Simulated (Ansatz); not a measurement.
System: HCl, space group I4/mmm, 2 atoms in the primitive cell, relaxed with r2SCAN+rVV10; a = 4.820 Å, c = 3.061 Å (tetragonal axes). Starting point: PBE0, Ansatz PAW set, no spin polarisation, no spin-orbit coupling, 6×6×6 k mesh, 420 eV cutoff, fixed occupations (Ansatz 0.2.0). Many-body step: G0W0 with empty bands 194, screening cutoff 180 eV and frequency treatment contour deformation.

In PBE0 the smallest gap over these k points is 4.66 eV, with direct gaps of 5.02 eV at M, 5.25 eV at Γ and 12.63 eV at (−0.50, 0.17, −0.33).

**What does G0W0 give?**

Over the k points that were corrected, the smallest gap goes from 4.66 eV in PBE0 ((−0.50, 0.17, −0.33) to M) to 5.73 eV in G0W0 (Γ to M), a change of +1.07 eV (+23 %). Counted from the valence top, the lowest empty level moves by +1.07 eV at M, +1.11 eV at Γ and +0.74 eV at (−0.50, 0.17, −0.33); over the 39 points that were corrected the shifts run from +0.49 to +1.11 eV: a spread of 0.62 eV on a mean of 0.91 eV, so one scissor shift doesn't describe this level. Only two empty levels a point were corrected, so a higher one could drop under them. The top filled level also moves against the valence top, by −0.28 eV at (0.00, 0.33, −0.50). The quasiparticle weight (renormalisation factor) lies between 0.80 and 0.85 for the top filled and first empty levels.

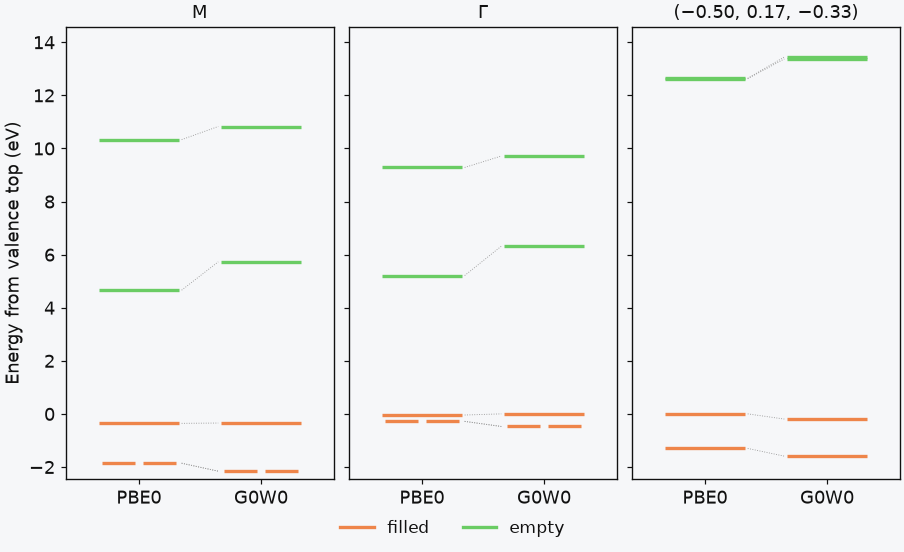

Levels at M, Γ and (−0.50, 0.17, −0.33) in PBE0 and in G0W0, each set counted from its own valence top. Degenerate partners of corrected states are drawn at the same energy at named points, and can be missing at the others. In reduced coordinates of the cell that was run, M is (−1, −0.5, −0.5).

```csv
k point,PBE0 direct gap (eV),G0W0 direct gap (eV)
M,5.02,6.07
Γ,5.25,6.32
"(−0.50, 0.17, −0.33)",12.63,13.57
```

The k mesh is thin for GW. The PAW data sets were made with another functional. Bands, cutoffs and mesh are finite, so these values aren't at the basis limit.
